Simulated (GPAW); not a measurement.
## 3d dopants in MoS2: moments across the series

One cation of MoS2 is replaced by one 3d element after another. What moment does each carry?

Calculated with GPAW 26.7.0; PBE; plane waves with GPAW's PAW setups, scalar-relativistic.

## 1. Set-up

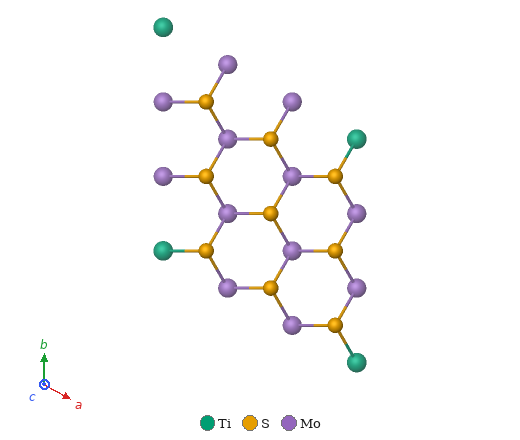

The cell as given, from above (titanium teal, sulfur orange, molybdenum purple). Bonds to atoms that aren't drawn are left out. Some periodic images of atoms are drawn too.

The cell holds 27 atoms: 1 Ti, 18 S and 8 Mo. Its edges and angles: a = 9.480 Å, b = 9.480 Å, c = 16.130 Å, α = 90.0°, β = 90.0°, γ = 120.0°. Model cell: substitutional dopants on the host's lattice, its constants typed without a cited source, atoms not relaxed. Vacuum lies along c.

This is the first member shown.

## 2. The first member

This run shows input and output; the others differ as the table says.

order1.py reads:

```python
import json
import numpy as np
from ase import Atoms
from ase.parallel import paropen, parprint
from gpaw import GPAW

atoms = Atoms(['Ti', 'S', 'S', 'Mo', 'S', 'S', 'Mo', 'S', 'S', 'Mo', 'S', 'S', 'Mo', 'S', 'S', 'Mo', 'S', 'S', 'Mo', 'S', 'S', 'Mo', 'S', 'S', 'Mo', 'S', 'S'],
    cell=[[9.48, 0.0, 0.0],
         [-4.74, 8.209921, 0.0],
         [0.0, -0.0, 16.13]],
    scaled_positions=[[0.0, 0.0, 0.5],
         [0.222222, 0.111111, 0.597024],
         [0.222222, 0.111111, 0.402976],
         [0.0, 0.333333, 0.5],
         [0.222222, 0.444444, 0.597024],
         [0.222222, 0.444444, 0.402976],
         [0.0, 0.666667, 0.5],
         [0.222222, 0.777778, 0.597024],
         [0.222222, 0.777778, 0.402976],
         [0.333333, 0.0, 0.5],
         [0.555556, 0.111111, 0.597024],
         [0.555556, 0.111111, 0.402976],
         [0.333333, 0.333333, 0.5],
         [0.555556, 0.444444, 0.597024],
         [0.555556, 0.444444, 0.402976],
         [0.333333, 0.666667, 0.5],
         [0.555556, 0.777778, 0.597024],
         [0.555556, 0.777778, 0.402976],
         [0.666667, 0.0, 0.5],
         [0.888889, 0.111111, 0.597024],
         [0.888889, 0.111111, 0.402976],
         [0.666667, 0.333333, 0.5],
         [0.888889, 0.444444, 0.597024],
         [0.888889, 0.444444, 0.402976],
         [0.666667, 0.666667, 0.5],
         [0.888889, 0.777778, 0.597024],
         [0.888889, 0.777778, 0.402976]],
    pbc=True,
    magmoms=[1.0, 0.0, 0.0, 0.0, 0.0, 0.0, 0.0, 0.0, 0.0, 0.0, 0.0, 0.0, 0.0, 0.0, 0.0, 0.0, 0.0, 0.0, 0.0, 0.0, 0.0, 0.0, 0.0, 0.0, 0.0, 0.0, 0.0])
atoms.calc = GPAW(mode={'name': 'pw', 'ecut': 450},
    xc='PBE',
    kpts={'size': (4, 4, 1), 'gamma': True},
    occupations={'name': 'fermi-dirac', 'width': 0.05},
    convergence={'density': 1e-05, 'energy': 1e-05},
    maxiter=200,
    mixer={'name': 'pulay', 'beta': 0.05, 'nmaxold': 6, 'weight': 50},
    symmetry={'tolerance': 1e-4},
    txt='order1.txt')
e = atoms.get_potential_energy(force_consistent=True)
res = {'free_energy': e, 'energy_sigma0': atoms.get_potential_energy(), 'fermi_energy': atoms.calc.get_fermi_level()}
res['moments'] = atoms.get_magnetic_moments().tolist()
res['total'] = atoms.get_magnetic_moment()
parprint('site moments (muB):', np.round(res['moments'], 3))
parprint(f"total moment: {res['total']:.3f} muB")
parprint(f'free energy: {e:.6f} eV')
atoms.calc.write('order1.gpw')
with paropen('results.json', 'w') as f:
    json.dump(res, f)
```

On the command line:

```bash
$ OMP_NUM_THREADS=1 mpirun -n 4 gpaw python order1.py > order1.log
```

Numbers of over 12 decimals in the logs are rounded to 6 here.

What it wrote:

```text
site moments (muB): [-0.  0.  0. -0. -0. -0. -0. -0. -0. -0. -0. -0. -0. -0. -0. -0. -0. -0.
 -0.  0.  0. -0. -0. -0. -0.  0.  0.]
total moment: -0.002 muB
free energy: -194.113773 eV

--- order1.txt ---
Input parameters:
  mode=PW(ecut=450),
  convergence={'density': 1e-05, 'energy': 1e-05},
  kpts=MonkhorstPack(size=(4, 4, 1), gamma=True),
  maxiter=200,
  mixer=Pulay(name='pulay', nmaxold=6, beta=0.05, weight=50, sigma=0.015, g_ss=None),
  occupations=Occupations(name='fermi-dirac', width=0.05),
  symmetry=Symmetry(tolerance=0.0001),
  xc=XC(name='PBE')

Diagonalizing LCAO Hamiltonian
Converting LCAO to pw mode

               S      S       S
                 S       S      S
          Mo      Mo      Mo
                   S       S       S
             MoS    MoS     MoS
               TiS     MoS    MoS

                   S       S       S

Atoms  # Å, Bohr magnetons
|    | symbol |         x |        y |        z |    initial magnetic moments |
|----|--------|-----------|----------|----------|-----------------------------|
|  0 |     Ti |  0.000000 | 0.000000 | 8.065000 | ( 0.0000,  0.0000,  1.0000) |
|  1 |      S |  1.579998 | 0.912213 | 9.629997 | ( 0.0000,  0.0000,  0.0000) |
|  2 |      S |  1.579998 | 0.912213 | 6.500003 | ( 0.0000,  0.0000,  0.0000) |
|  3 |     Mo | -1.579998 | 2.736638 | 8.065000 | ( 0.0000,  0.0000,  0.0000) |
|  4 |      S | -0.000000 | 3.648850 | 9.629997 | ( 0.0000,  0.0000,  0.0000) |
|  5 |      S | -0.000000 | 3.648850 | 6.500003 | ( 0.0000,  0.0000,  0.0000) |
|  6 |     Mo | -3.160002 | 5.473283 | 8.065000 | ( 0.0000,  0.0000,  0.0000) |
[...]
Zero:             -1.364698
  External:          0.000000
  Xc:             -143.890476
  Entropy:          -0.108831
  Spinorbit:         0.000000
  ----------------------------
  Free energy:    -194.113773
  Extrapolated:   -194.059358

dipole moment: (-19.026976, -105.838856, 0.000039)  # |e|*Ang

Total magnetic moment: (0.000000, 0.000000, -0.002180)

Local magnetic moments
|        x |        y |         z |
|----------|----------|-----------|
| 0.000000 | 0.000000 | -0.000460 |  # Ti   0
| 0.000000 | 0.000000 |  0.000010 |  # S    1
| 0.000000 | 0.000000 |  0.000010 |  # S    2
| 0.000000 | 0.000000 | -0.000074 |  # Mo   3
| 0.000000 | 0.000000 | -0.000023 |  # S    4
[...]
| 0.000000 | 0.000000 | -0.000008 |  # S   23
| 0.000000 | 0.000000 | -0.000074 |  # Mo  24
| 0.000000 | 0.000000 |  0.000010 |  # S   25
| 0.000000 | 0.000000 |  0.000010 |  # S   26

Fermi level: -0.734
Eigenvalues  # (at kpt = [0.000, 0.000, 0.000])
| band index |      eig [eV] | occ [0-1] |      eig [eV] | occ [0-1] |
|------------|---------------|-----------|---------------|-----------|
|          0 |       -61.777 |     1.000 |       -61.777 |     1.000 |
|        ... |               |           |               |           |
|        106 |        -1.907 |     1.000 |        -1.907 |     1.000 |
|        107 |        -1.907 |     1.000 |        -1.907 |     1.000 |
|        108 |        -1.837 |     1.000 |        -1.837 |     1.000 |
|        109 |        -1.823 |     1.000 |        -1.823 |     1.000 |
[...]
|        119 |         1.395 |     0.000 |         1.395 |     0.000 |
|        120 |         1.397 |     0.000 |         1.397 |     0.000 |
|        121 |         1.397 |     0.000 |         1.397 |     0.000 |
|        ... |               |           |               |           |
|        143 |         2.841 |     0.000 |         2.841 |     0.000 |

No gap
No difference between direct/indirect transitions

[key lines of the parts left out:]
Converged in 45 steps
```

It took 18 min on 4 MPI ranks of Arm Neoverse V1, shared host; peak memory 3.6 GiB.

After 45 cycles the seed has died away: no moment is left.

## 3. The series

All use a 4×4×1 mesh. Each dopant starts with a moment; a run without spin polarisation gives the energy that the moment gains.

```
dopant  moment in its sphere (μB)  net moment (μB a cell)  largest moment elsewhere (μB)  gain by spin polarisation (meV)
    Ti                      -0.00                    0.00                          -0.00                               -0
     V                      +0.01                    0.02                          +0.00                               -0
    Cr                      -0.00                    0.00                          +0.00                               -0
    Mn                      +1.31                    1.00                          -0.02                               91
    Co                      +1.66                    2.99                          +0.09                              281
    Ni                      +1.24                    3.94                          +0.15                              192
    Cu                      -0.00                    0.00                          +0.00                               -0
```

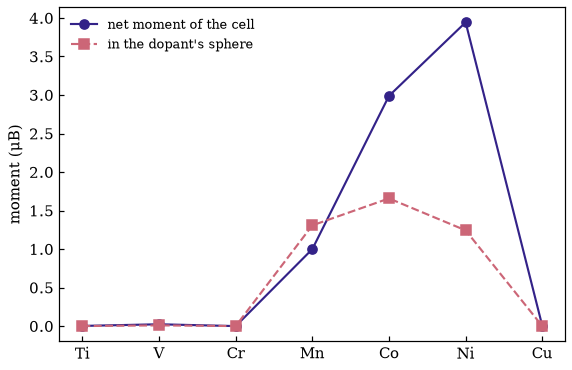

Moments across the 3d series.

## 4. Outcome

```json
{"largest net moment": "3.94 μB (Ni)", "within 0.02 of a whole number of μB": "Mn 1.00, Co 2.99", "no settled moment": "Ti, V, Cr, Cu"}
```

The net moment is largest for Ni, 3.94 μB, and vanishes or is a mere residue for Ti, V, Cr and Cu. Mn and Co give a whole number of μB, as a fixed count of unpaired electrons does. Each dopant had one start, so another spin state can lie lower; in so small a cell the dopant levels widen into bands, and with the smearing this can quench a moment. The atoms were not relaxed, which can shift moments and couplings. Trends hold for the rows shown; the series may have further members. Spin–orbit coupling is left out.

[Logs and program files are shortened in this print: banners, set-up blocks, solver, clock and traceback lines can be left out without a mark of their own.]

[Logs are printed without paths, hosts, clocks, repeated set-up lines and the standing remarks that a program may print on its own settings, such as how far it seeks lower states.]

[Hosts, paths, dates, database ids (printed as entryN), source tags and the programs' standing remarks are cut or masked in the printed files.]

[Where a cell is said to come from a database of computed structures, the database is the Materials Project.]
